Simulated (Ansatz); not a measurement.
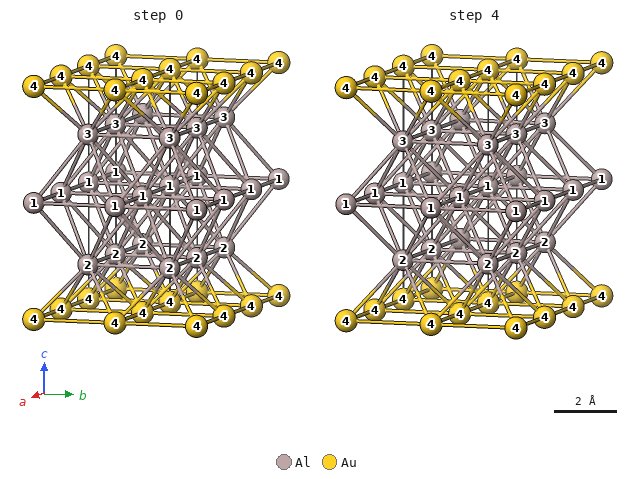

The structure of crystalline Al$_{3}$Au (a generated structure, set up in P4/mmm) (coarse preliminary run) before (left) and after (right) a relaxation, at one scale.

The picture is a ball-and-stick view of the cell of the calculation, repeated 3 × 2 × 1 with one cell outlined, seen slightly off an axis.

Case: Cu → Au on all its sites, cell and atoms relaxed.

Computed with DFT PBEsol, scalar-relativistic, plane waves, PAW (Ansatz 0.2.0). Settings: plane-wave cutoff 420 eV; k-point mesh 8 × 8 × 4; occupations gaussian; smearing width 0.1 eV; no spin polarisation; cell and atoms relaxed; force threshold 0.05 eV/Å; at most 60 steps.

**Summarise the run.**

The largest moves relative to the cell, 0.19 Å, are those of Al2 and Al3. Al2 goes along +c. Au stays in place. Cell: a = b 2.795 → 2.914 Å (+4.3 %), c 7.644 → 7.647 Å (0.0 %). Volume +8.8 %. Near-neighbour distances that change, for instance: Al2–Au4 2.598 → 2.784 Å, Al1–Al1 2.795 → 2.914 Å, Au4–Au4 2.795 → 2.914 Å, Al1–Al2 2.909 → 2.837 Å. The space group stays P4/mmm (No. 123). Over 3 accepted moves (4 points after the start) the energy falls by 145 meV per atom. The largest force component goes from 1.8 to 0.0021 eV/Å. The pressure goes from 17.24 to 0.05 GPa. The SCF was repeated once at an unchanged geometry on a basis and grid sized afresh for the cell, which shifted the energy by 0.9 meV per atom at most. The run took 9.8 s on 1 thread of Intel(R) Xeon(R) Platinum 8488C (Sapphire Rapids), on a shared host, peak memory 0.41 GiB.
